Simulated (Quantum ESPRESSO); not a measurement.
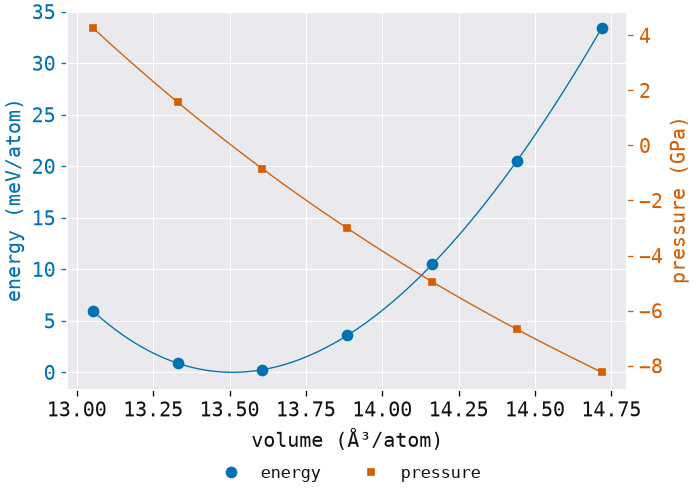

**Figure.** Energy and pressure against volume for CaO, space group Fm-3m (No. 225).

A third-order Birch–Murnaghan fit gives V0 = 13.51 Å³/atom, B0 = 116 GPa and B′ = 4.4. The energy is 5.96 meV/atom at volume 13.05 Å³/atom and 33.42 meV/atom at 14.72 Å³/atom; the lowest computed point is at volume 13.61 Å³/atom (0.25 meV/atom). The pressure falls from 4.27 GPa at volume 13.05 Å³/atom to −8.24 GPa at 14.72 Å³/atom, and changes sign near 13.51 Å³/atom.

Calculation (Quantum ESPRESSO 7.5): plane-wave DFT, no spin polarisation; energies at scaled volumes of the given cell, shape and fractions fixed, counted from the fit's minimum, third-order Birch-Murnaghan fit. Level: PBEsol.

k mesh 10×10×10; occupations Fermi–Dirac; smearing width 0.05 eV; potentials PseudoDojo 0.4.1 SR PBEsol standard; wave cutoff 1143 eV; density cutoff 4572 eV.

Cell as given: a = 3.399 Å, b = 3.399 Å, c = 3.399 Å, α = 60.00°, β = 60.00°, γ = 60.00°; 2 atoms.
